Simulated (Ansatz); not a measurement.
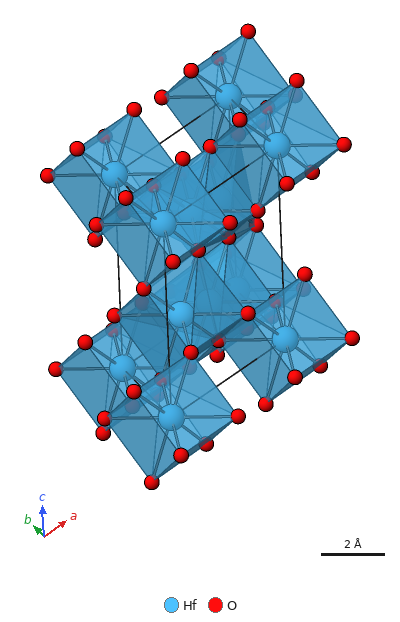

Fig. 1: The input geometry (polyhedral view of the cell of the calculation, seen slightly off an axis; polyhedra are completed across the faces of the cell). An atom can appear more than once, as a periodic image.

# Single-point calculation of Hf5O9 (charge +2)

System: Hf5O9 (defect cell, 14 atoms in the cell, total charge +2).
Method: DFT PBE, scalar-relativistic, plane waves, PAW, PAW set soft_1, no spin polarisation (Ansatz 0.2.0).

The structure derives from an entry of the Crystallography Open Database. Figures and captions count atoms from 1; the log counts them from 0 in places.

## Input file
```yaml
crystal:
  lattice:
    - [-5.0981362878, 0.0, 0.0]
    - [-2.5490681439, 5.0981362878, -2.5490681439]
    - [-2.5490681439, -2.5490681439, -5.0981362878]
  atoms:
    - { symbol: Hf, position: [0.8, 0.8, 0.6] }
    - { symbol: Hf, position: [0.6, 0.6, 0.2] }
    - { symbol: Hf, position: [0.4, 0.4, 0.8] }
    - { symbol: Hf, position: [0.2, 0.2, 0.4] }
    - { symbol: Hf, position: [1.0, 0.0, 1.0] }
    - { symbol: O, position: [0.05, 0.3, 0.1] }
    - { symbol: O, position: [0.85, 0.1, 0.7] }
    - { symbol: O, position: [0.65, 0.9, 0.3] }
    - { symbol: O, position: [0.45, 0.7, 0.9] }
    - { symbol: O, position: [0.95, 0.7, 0.9] }
    - { symbol: O, position: [0.75, 0.5, 0.5] }
    - { symbol: O, position: [0.55, 0.3, 0.1] }
    - { symbol: O, position: [0.3012931679, 0.03332, 0.73334] }
    - { symbol: O, position: [0.15, 0.9, 0.3] }
total_charge: 2
basis:
  ecutwfc: 420
kpoints:
  mp_grid: { grid: [4, 4, 4] }
hamiltonian:
  xc: pbe
  pseudopotentials: { kind: paw, azcp: { folder: soft_1 } }
scf:
  occupations: { method: gaussian, width: 0.05 }
output:
  forces: true
  stress: true
  eigenvalues: true
  write_density: true
  write_potential: true
  elf: true
  volumetric_format: npy
```

Launch command:
```bash
ansatz run input.yaml --threads 4 --pin off --max-ram 8192MiB --backend cpu --events-out ev --progress --plain --runs-dir out
```

## Output
```
Engine: ansatz 0.2.0, aarch64-unknown-linux-gnu
Pseudopotentials: kind: paw
Pseudopotential: Hf, paw, valence charge 26, recommended cutoff 420 eV (normal), [file]
Pseudopotential: O, paw, valence charge 6, recommended cutoff 420 eV (normal), [file]
Functional definition: PBE
  parameter kappa = 0.804
  parameter beta = 0.06672455060314922
  exchange = pbe_x(kappa = kappa, mu = beta*pi^2/3)
  correlation = pbe_c(beta = beta)
Crystal: 14 atoms, lattice volume = 165.632 Å³
Basis set: ecut = 420 eV, 3269 PW (Γ), exchange–correlation on 72×90×90 points (8 copies of the dense FFT grid, shifted against one another)
Bands: 110, of which v1, the nominal top of the filled ones, is band 91 counted from 1 (90 counted from 0)
Symmetry: 1 space group operations
Space group: P1 (ITA 1), of the structure as read, at distance tolerance 5.5e-5 Å
k-points: 36 of 64 (time reversal used)
Non-local potential: Hf, projectors of the file, l = 0: 3, l = 1: 2, l = 2: 2, l = 3: 3
Non-local potential: O, projectors of the file, l = 0: 2, l = 1: 2, l = 2: 1
PAW form: soft (Blöchl's): semilocal exchange-correlation on the pseudo side does not see the compensation charge
PAW one-centre angular grid: Hf, 590 points (default); XC on 64 Gauss nodes
PAW one-centre angular grid: O, 110 points (default); XC on 64 Gauss nodes
Initial density: superposition of atomic densities (chi_scale 0.1, normalization cell, long waves kept (reshape's long-wave potential 0.11 eV rms))
Initial wavefunctions: pseudopotential atomic-orbital guess
Functional: x = pbe(κ = 0.804, μ = 0.2195149727645171), c = pbe(β = 0.06672455060314922)
SCF iter   1: F=—  HF=-83780.634552 eV  |F-HF|=—  |Δ(HF+E_count)|=         —  Δρ=1.39e-1  dr2=2.85e1  ethr=3.10e-3  ⟨swp⟩=5.7  Hψ=11813  notcnv=0  defer=267
preconditioner: auto → Resta (q_TF=auto, 2.771 Å⁻¹)  ε∞=4.6  [insulator: Δε(μ)=0.672 eV  Ē_g=19.886 eV  σ=0.050 eV  W_gap=1.00  n_scr=62 (ndim 8)  ℏωp=37.8 eV  f_vac=0.002  D(μ)=0.00/eV (n_scr^D=0)  ε∞_Penn≈4.6]
SCF iter   2: F=—  HF=-83771.933233 eV  |F-HF|=—  |Δ(HF+E_count)|=    8.70e0  Δρ=5.91e-2  dr2=6.21e0  ethr=3.10e-3  ⟨swp⟩=3.0  Hψ=8463  notcnv=0  defer=371
SCF iter   3: F=—  HF=-83769.409152 eV  |F-HF|=—  |Δ(HF+E_count)|=    2.52e0  Δρ=2.00e-2  dr2=8.86e-1  ethr=3.10e-3  ⟨swp⟩=2.0  Hψ=7058  notcnv=0  defer=371
SCF iter   4: F=—  HF=-83768.998349 eV  |F-HF|=—  |Δ(HF+E_count)|=   4.11e-1  Δρ=1.10e-2  dr2=1.65e-1  ethr=4.87e-4  ⟨swp⟩=3.0  Hψ=7491  notcnv=0  defer=371
SCF iter   5: F=—  HF=-83769.096482 eV  |F-HF|=—  |Δ(HF+E_count)|=   9.81e-2  Δρ=3.60e-3  dr2=2.82e-2  ethr=9.08e-5  ⟨swp⟩=2.1  Hψ=7182  notcnv=0  defer=371
SCF iter   6: F=—  HF=-83769.094641 eV  |F-HF|=—  |Δ(HF+E_count)|=   1.84e-3  Δρ=1.15e-3  dr2=2.69e-3  ethr=1.55e-5  ⟨swp⟩=2.0  Hψ=6742  notcnv=0  defer=371
SCF iter   7: F=—  HF=-83769.098743 eV  |F-HF|=—  |Δ(HF+E_count)|=   4.10e-3  Δρ=6.72e-4  dr2=5.97e-4  ethr=1.48e-6  ⟨swp⟩=2.1  Hψ=6803  notcnv=0  defer=371
SCF iter   8: F=—  HF=-83769.098453 eV  |F-HF|=—  |Δ(HF+E_count)|=   2.90e-4  Δρ=3.22e-4  dr2=1.77e-4  ethr=3.28e-7  ⟨swp⟩=3.0  Hψ=7109  notcnv=0  defer=371
SCF iter   9: F=—  HF=-83769.098554 eV  |F-HF|=—  |Δ(HF+E_count)|=   1.00e-4  Δρ=7.44e-5  dr2=9.79e-6  ethr=9.73e-8  ⟨swp⟩=2.0  Hψ=6195  notcnv=0  defer=371
SCF iter  10: F=—  HF=-83769.098322 eV  |F-HF|=—  |Δ(HF+E_count)|=   2.31e-4  Δρ=2.57e-5  dr2=9.88e-7  ethr=5.38e-9  ⟨swp⟩=2.1  Hψ=7231  notcnv=0  defer=371
SCF iter  11: F=—  HF=-83769.098323 eV  |F-HF|=—  |Δ(HF+E_count)|=   1.19e-6  Δρ=7.68e-6  dr2=9.66e-8  ethr=5.49e-11  ⟨swp⟩=20.4  Hψ=42605  notcnv=0
SCF iter  12: F=-83769.098323 eV  HF=-83769.098324 eV  |F-HF|=3.66e-8  |Δ(HF+E_count)|=   2.81e-8  Δρ=3.57e-6  dr2=1.94e-8  ethr=5.31e-11  ⟨swp⟩=12.8  Hψ=37377  notcnv=0
SCF 1 converged in 12 iterations: F = -83769.098323 eV  dr2 = 1.94e-8
  Residual-converged pass: ⟨swp⟩=1.0  Hψ=4108  notcnv=0  max |occ|·‖R‖ = 7.1e-9 eV (tolerance 1.0e-8 eV)  dr2=1.94e-8  dr2_onsite=4.84e-8  max |Δocc| = 2.8e-18
  greatest PAW one-centre occupation: 0.999 electrons in one spin orbital (limit 2), on the Hf atom at site 4 (counted from 0), in its partial waves of l = 0
```

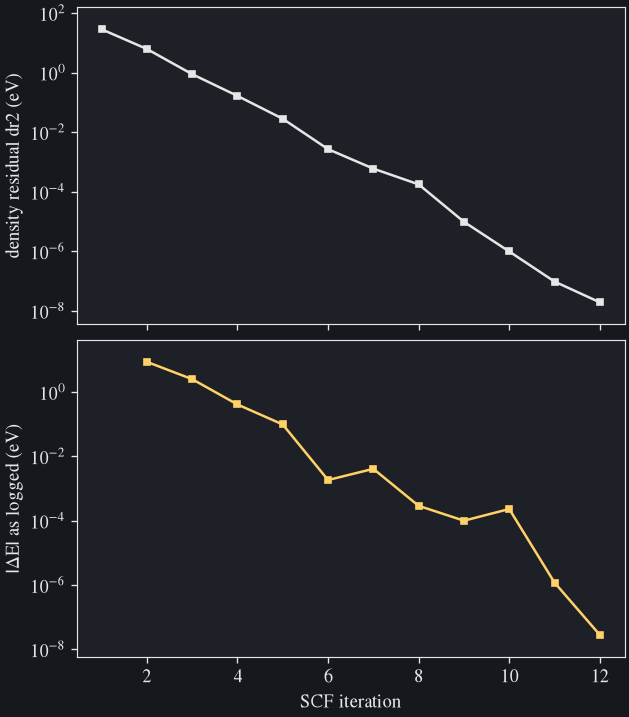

Fig. 2: Convergence of the self-consistent field: density residual dr2 and size of the energy change against the SCF iteration. The residual falls at every step.

```
SCF converged after 12 iterations
Free energy (F): -83769.098323 eV
Harris-Foulkes:  -83769.098324 eV  (|F-HF|=3.66e-8)
Internal energy: -83769.098323 eV  (E = F + TS)
E sigma→0 (E₀):  -83769.098323 eV
Fermi energy:    14.365057 eV
--- Per-component energies (eV) ---
  E_band       = -163.179419
  E_kinetic    = 3495.998555
  E_local      = -35729.025455  (includes V_loc(G=0)·N_el)
  E_nonlocal   = 780.930119
  E_hartree    = 17014.667809
  E_xc         = -1952.571663
  E_vxc        = -2064.798755  (∫ρ·V_xc dr)
  E_paw        = -39947.853413  (= ΣΔE_a)
  E_vpaw       = -675.625421  (= ΣTr[D̂ρ^β])
  E_aug_tail   = 0.008012  (compensation charges beyond the density's cutoff)
  E_ewald      = -27431.252287
  E_smearing   = -0.000000  (= −TS)
  E_closure    = -0.000000  (closes the sum)
  E_deformation_potential = 45.180845  (in the stress; not in F)
  Σ components = -83769.098323   (vs F -83769.098323, Δ=0.00e0)
--- Forces (eV/Å), atoms counted from 1 ---
  atom   1  Hf     2.38186548     2.01624267    -2.38897750
  atom   2  Hf    -2.04310793     2.72551261     2.46961223
  atom   3  Hf    -2.78534450    -1.87304375    -3.49023788
  atom   4  Hf     2.55739422    -2.77532315     2.99812200
  atom   5  Hf     2.84213608    -2.72848043    -4.15809746
  atom   6  O     -0.39755136     0.02838650    -0.02864782
  atom   7  O      2.88743191     0.91429520    -0.06905345
  atom   8  O      0.37698343    -0.38231781    -0.80118957
  atom   9  O     -0.20267780    -2.70230252     0.47282541
  atom  10  O      0.54879939    -0.66846904     2.00835429
  atom  11  O      0.03810661    -0.19408782     0.02757975
  atom  12  O      0.60319608     0.45932507    -1.93534212
  atom  13  O     -6.26767300     6.99019953     5.46170409
  atom  14  O     -0.53956835    -1.80990660    -0.56658508
  max |Σ_I F_I| component: 6.69e-5 eV/Å
--- Stress (GPa, compression-positive) ---
        8.601565      -0.809998      -4.751439
       -0.809998      11.399183       4.117779
       -4.751439       4.117779       7.823775
  P = ⅓ Tr σ = 9.2748 GPa (92.748 kbar)
--- Band table (eV; the first three rows and the last of 36) ---
  k-point 0: bands = ["-47.4607", "-47.3237", "-47.1311", "-47.1141", "-45.8758", "-16.2343", "-16.1171", "-16.0423", "-16.0294", "-15.9610", "-15.9036", "-15.8499", "-15.8196", "-15.7459", "-15.6769", "-15.6513", "-15.6094", "-15.0749", "-14.6350", "-14.6225", "-4.3874", "-3.2278", "-2.8888", "-2.8634", "-2.7612", "-2.4118", "-2.3295", "-2.2619", "-1.6503", "2.6055", "2.6099", "2.6275", "2.6512", "2.6542", "2.7113", "2.7217", "2.7509", "2.7558", "2.7653", "2.7947", "2.8001", "2.8629", "2.8739", "2.9504", "2.9577", "2.9633", "2.9758", "2.9783", "2.9799", "2.9967", "3.0054", "3.0183", "3.0203", "3.0620", "3.0655", "3.0762", "3.1337", "4.3233", "4.3269", "4.3366", "4.3444", "4.3500", "4.3526", "4.3818", "8.7919", "8.8762", "8.9846", "9.0445", "9.1912", "9.3705", "9.4773", "9.5494", "9.6478", "9.8124", "10.0066", "10.9075", "11.0191", "11.1493", "11.3101", "11.8791", "12.0102", "12.5197", "12.8204", "12.9771", "13.1054", "13.1284", "13.3039", "13.4897", "13.5064", "13.6666", "13.8252", "14.5493", "17.3503", "17.8360", "17.9697", "18.0865", "18.2649", "18.8375", "19.0236", "19.0315", "19.6110", "19.9018", "20.0649", "20.2678", "20.4147", "20.5447", "20.7953", "21.1276", "21.4240", "21.5423"]
  k-point 1: bands = ["-47.4607", "-47.3237", "-47.1308", "-47.1143", "-45.8758", "-16.2334", "-16.1154", "-16.0617", "-16.0245", "-15.9474", "-15.8978", "-15.8531", "-15.8252", "-15.7425", "-15.6807", "-15.6407", "-15.6140", "-15.0829", "-14.6330", "-14.6232", "-4.1903", "-3.3083", "-2.9889", "-2.8679", "-2.8050", "-2.3853", "-2.2989", "-2.2348", "-1.7675", "2.6058", "2.6101", "2.6269", "2.6513", "2.6543", "2.7113", "2.7232", "2.7500", "2.7553", "2.7650", "2.7951", "2.7986", "2.8631", "2.8722", "2.9514", "2.9578", "2.9631", "2.9753", "2.9789", "2.9802", "2.9959", "3.0045", "3.0184", "3.0196", "3.0643", "3.0673", "3.0762", "3.1188", "4.3234", "4.3256", "4.3376", "4.3444", "4.3484", "4.3526", "4.3723", "8.2990", "8.9328", "9.1265", "9.1983", "9.2959", "9.3931", "9.5763", "9.6025", "9.9097", "10.1116", "10.4468", "10.5747", "10.9568", "11.0888", "11.3530", "11.7301", "12.1373", "12.2289", "12.5410", "12.7582", "12.9027", "13.0562", "13.3085", "13.3945", "13.6358", "13.7755", "13.9378", "14.6857", "17.2583", "17.6088", "17.9836", "18.3041", "18.4603", "18.8104", "18.9670", "19.1061", "19.6155", "19.9559", "20.1008", "20.2385", "20.3504", "20.5819", "20.9013", "21.2088", "21.4685", "21.6944"]
  k-point 2: bands = ["-47.4606", "-47.3238", "-47.1306", "-47.1146", "-45.8758", "-16.2340", "-16.1114", "-16.0777", "-16.0178", "-15.9406", "-15.8880", "-15.8532", "-15.8354", "-15.7365", "-15.6902", "-15.6286", "-15.6183", "-15.0908", "-14.6317", "-14.6230", "-3.7606", "-3.6667", "-3.0308", "-2.8888", "-2.8647", "-2.3266", "-2.2701", "-2.1647", "-1.9378", "2.6061", "2.6103", "2.6263", "2.6515", "2.6544", "2.7112", "2.7248", "2.7487", "2.7550", "2.7647", "2.7952", "2.7975", "2.8633", "2.8705", "2.9524", "2.9581", "2.9630", "2.9743", "2.9793", "2.9807", "2.9956", "3.0031", "3.0177", "3.0199", "3.0645", "3.0750", "3.0762", "3.1009", "4.3228", "4.3245", "4.3389", "4.3445", "4.3469", "4.3527", "4.3635", "8.0188", "8.8389", "9.0368", "9.3981", "9.5456", "9.6537", "9.7083", "9.8532", "10.0122", "10.1811", "10.7308", "10.8174", "10.9236", "11.0840", "11.2330", "11.2832", "11.7439", "11.8874", "12.5292", "12.6054", "12.8782", "13.0573", "13.1452", "13.5201", "13.6709", "13.6905", "14.1808", "14.8107", "17.1584", "17.4503", "18.0995", "18.4342", "18.6169", "18.6965", "19.0133", "19.2365", "19.4683", "19.9892", "20.0032", "20.1977", "20.4058", "20.6141", "20.8291", "21.4613", "21.6724", "21.6878"]
  k-point 35: bands = ["-47.4606", "-47.3237", "-47.1306", "-47.1146", "-45.8758", "-16.2292", "-16.1107", "-16.0838", "-16.0462", "-15.9469", "-15.8874", "-15.8429", "-15.8252", "-15.7408", "-15.6690", "-15.6495", "-15.6168", "-15.0711", "-14.6369", "-14.6262", "-3.6542", "-3.4894", "-3.1648", "-2.9321", "-2.8864", "-2.3829", "-2.3441", "-2.2060", "-1.9501", "2.6058", "2.6089", "2.6274", "2.6494", "2.6550", "2.7112", "2.7204", "2.7503", "2.7554", "2.7659", "2.7945", "2.7999", "2.8630", "2.8773", "2.9503", "2.9591", "2.9630", "2.9723", "2.9785", "2.9807", "2.9966", "3.0011", "3.0135", "3.0191", "3.0645", "3.0753", "3.0776", "3.0904", "4.3218", "4.3232", "4.3374", "4.3448", "4.3479", "4.3524", "4.3631", "8.9188", "9.2309", "9.3882", "9.4571", "9.5784", "9.6793", "9.8517", "9.9170", "10.1586", "10.3783", "10.5210", "10.7796", "10.9044", "10.9244", "11.1413", "11.5960", "11.7476", "11.8428", "12.0815", "12.3057", "12.5092", "12.6127", "12.9093", "13.1125", "13.2305", "13.3938", "13.8103", "15.4603", "17.3414", "17.4683", "17.9905", "18.4860", "18.5984", "18.6550", "18.8888", "19.0060", "19.4700", "19.6424", "19.9350", "20.1963", "20.5063", "20.8059", "21.0237", "21.3486", "21.4438", "21.8585"]
```

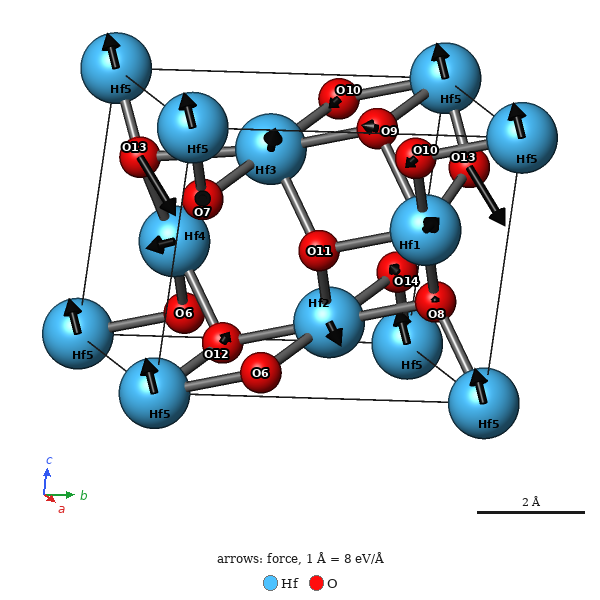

Fig. 3: Forces on the atoms as black arrows (ball-and-stick view of the cell of the calculation, seen slightly off an axis; atoms are numbered from 1 in the order of the input); the smallest are left out. The largest act on O13 (10.86 eV/Å); Hf5 (5.73 eV/Å); Hf3 (4.84 eV/Å); Hf4 (4.82 eV/Å), among others. The geometry is not a stationary point of this energy.

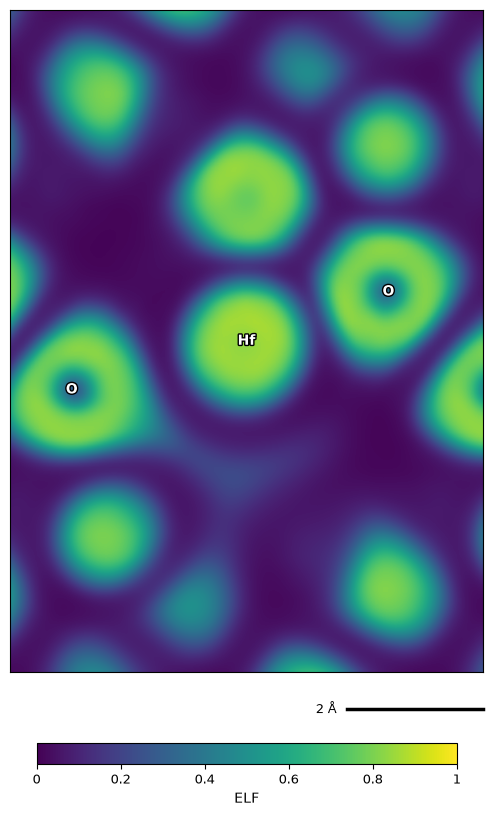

Fig. 4: ELF on the (101̄) plane of the calculation cell. The section cuts through Hf and O sites. The strong features right at Hf lie inside the PAW spheres (semicore, d or f shells) and say nothing about bonding. The fields are those of the smooth PAW valence density.

## Key numbers

```tsv
quantity	value
outcome	converged
electrons treated	182
free energy	−83769.0983 eV
Fermi energy	14.365 eV
gap on the k-point mesh	0.37 eV
pressure	9.27 GPa
largest force (length of the vector)	10.862 eV/Å
hardware	4 threads of Arm Neoverse V1, 24 GiB of memory available, shared host
wall time	46 s (CPU time 3 min)
peak memory	0.91 GiB
```

## Remarks

The cell is charged and computed with a neutralising background, so its energy and pressure depend on the cell and aren't those of a real crystal. Spin–orbit coupling is left out, which matters for Hf.
